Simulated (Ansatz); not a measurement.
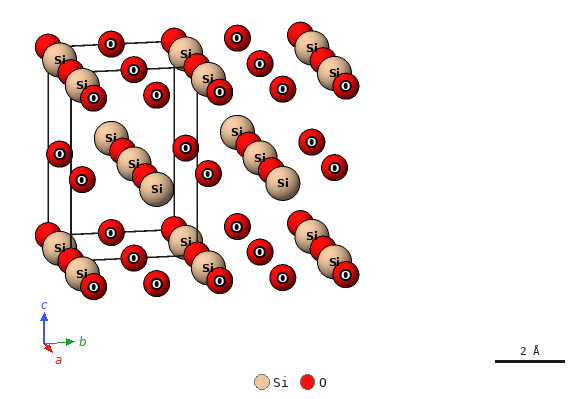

Solid SiO₂ (a generated structure, set up in Immm) (coarse preliminary run), before the relaxation. A ball-and-stick model of the conventional cell (2 times the calculation's cell), repeated 2 × 2 × 1 with one cell outlined, seen slightly off an axis. Lengths and directions refer to the drawn axes.

Computed with DFT PBE, scalar-relativistic, plane waves, PAW (Ansatz 0.2.0).

Input
```yaml
crystal:
  lattice:
    - [-1.63418833, 1.86955384, 2.81237259]
    - [1.63418833, -1.86955384, 2.81237259]
    - [1.63418833, 1.86955384, -2.81237259]
  atoms:
    - { symbol: Si, position: [0.0, 0.5, 0.5] }
    - { symbol: O, position: [0.5, 0.0, 0.5] }
    - { symbol: O, position: [0.0, 0.0, 0.0] }
basis:
  ecutwfc: 420
kpoints:
  mp_grid: { grid: [8, 8, 8] }
hamiltonian:
  xc: pbe
scf:
  occupations: { method: gaussian, width: 0.1 }
  lower_state_search: "off"
output:
  forces: true
  stress: true
  eigenvalues: true
relax:
  adjacent_minimum: "off"
  f_tol: 0.04
  max_steps: 70
  cell: { stress_tol: 0.4 }
```

Command:
```bash
ansatz run input.yaml --threads 1 --pin off --max-ram 2560MiB --backend cpu --events-out ev --progress --plain --runs-dir out
```

Question: Where does the relaxation end?

Answer: The atoms keep their places relative to the cell (all moves are under 0.005 Å). The drawn cell changes as follows: a 3.268 → 3.343 Å (+2.3 %), b 3.739 → 6.479 Å (+73.3 %), c 5.625 → 3.343 Å (−40.6 %); the volume changes by +5.3 %. Near-neighbour distances that change, for instance: Si1–O2 2.812 → 1.672 Å, Si1–O3 1.634 → 1.672 Å. New bonds form: Si1–O2 (2.81 → 1.67 Å). The space group (tolerance 0.01 Å) goes from Immm (No. 71) to I4/mmm (No. 139). After 24 accepted moves (29 points after the start) the energy has fallen by 5.933 eV per cell of the calculation. All forces vanish by symmetry, so only the cell relaxes. Pressure: 22.84 GPa at the start and 0.06 GPa at the end. At 5 points the geometry stayed and the basis and grid were re-selected for the new cell (energy shift of 0.483 eV per cell of the calculation at most each time).

History of the run:

```
step  E − E(0), meV/atom  pressure, GPa  volume, Å³/atom                      note
   0                0.00          22.84           11.456                          
   1             -174.39           9.87           11.796                          
   2             -320.55           0.48           11.813                          
   3             -456.17          -4.68           11.578                          
   4             -614.35         -11.93           11.397                          
   5             -821.43         -16.56           10.907                          
   6            -1071.80         -18.12           10.375                          
   7            -1344.36         -18.09            9.832                          
   8            -1575.18          -7.78            9.290                          
   9            -1594.03          19.90            8.724                          
  10            -1620.80          -4.94            9.374                          
  11            -1625.60           5.62            9.048                          
  12            -1635.80          -0.35            9.184                          
  13            -1635.86          -0.02            9.173                          
  14            -1796.95          13.57            9.173  same geometry, new basis
  15            -1857.31           8.94            9.529                          
  16            -1894.37           4.80            9.889                          
  17            -1914.21           1.92           10.229                          
  18            -1919.38          -0.13           10.542                          
  19            -1950.75           3.48           10.542  same geometry, new basis
  20            -1961.47           2.00           10.900                          
  21            -1965.16           0.55           11.257                          
  22            -1963.70          -0.07           11.542                          
  23            -1964.38          -0.01           11.479                          
  24            -1974.42           0.58           11.479  same geometry, new basis
  25            -1975.25           0.35           11.723                          
  26            -1974.74           0.08           11.911                          
  27            -1977.43           0.22           11.911  same geometry, new basis
  28            -1977.09           0.03           12.069                          
  29            -1977.80           0.06           12.069  same geometry, new basis
```

The structure at the end:

```
CELL_PARAMETERS angstrom
-1.67156 3.23944 1.67156
1.67156 -3.23944 1.67156
1.67156 3.23944 -1.67156
ATOMIC_POSITIONS crystal
Si 0.00000 0.50000 0.50000
O 0.50000 0.00000 0.50000
O 0.00000 0.00000 0.00000
```

After the run, drawn alike:

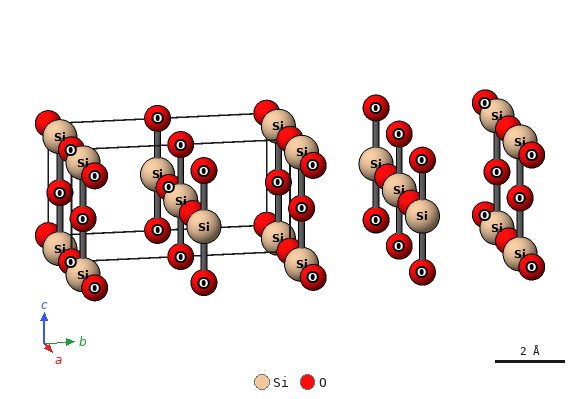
